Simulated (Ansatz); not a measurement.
```
Zr B
1.0
     3.20934    0.00000    0.00000
    -1.60467    2.77937    0.00000
     0.00000    0.00000    3.59662
Zr B
1 2
Direct
  0.00000 0.00000 0.00000
  0.33333 0.66667 0.50000
  0.66667 0.33333 0.50000
```

Space group P6/mmm; started from the AlB2 prototype; changed on purpose from its base cell (volume × 1.040); computed pressure about −9 GPa in this cell.

These are results of DFT PBE, spin-orbit coupling, plane waves, PAW in Ansatz, not measurements.

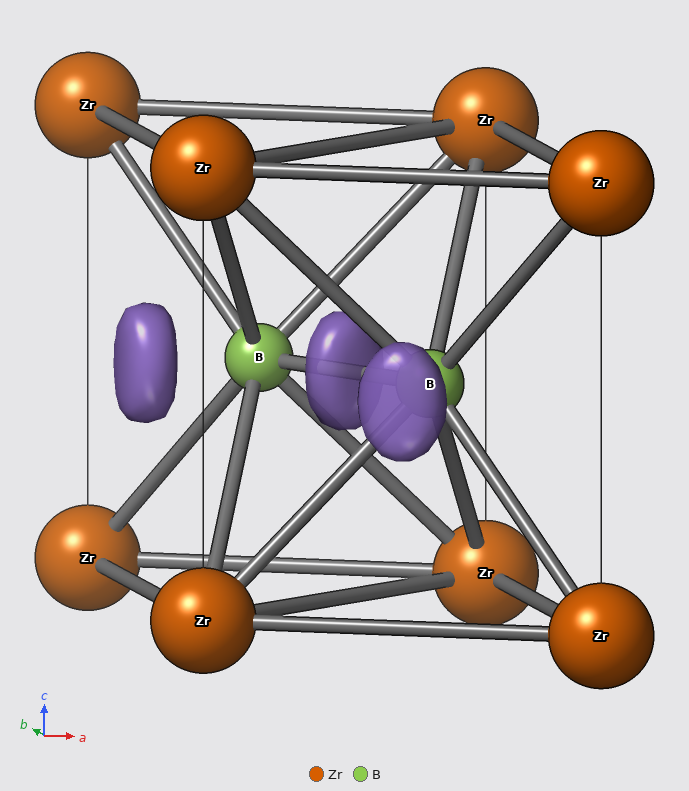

ZrB2. Isosurface of the electron localisation function at 0.8 (purple), seen slightly off an axis. Only the valence region is drawn (cores and ρ < 0.01 e/Å³ removed). Sticks mark near contacts.

Core electrons are frozen (PAW), and the valence fields are smoothed inside the atomic spheres.

**Describe the localisation domains.**

At this value the surface marks out three regions between bonded B–B atoms, counted in one cell of 3 atoms. Any copies at cell faces, edges or corners count once. Along the contacts the grid gives the following. B–B (1.85 Å): the ELF peaks at about 0.85 between the atoms. Zr–B (2.58 Å): the ELF peaks at about 0.60 in the valence shell of B, 0.8 Å from its nucleus, and is about 0.15 at the midpoint.

**Does the calculation make it a metal, or give it a gap?**

It is gapless in this calculation (a metal or semimetal).
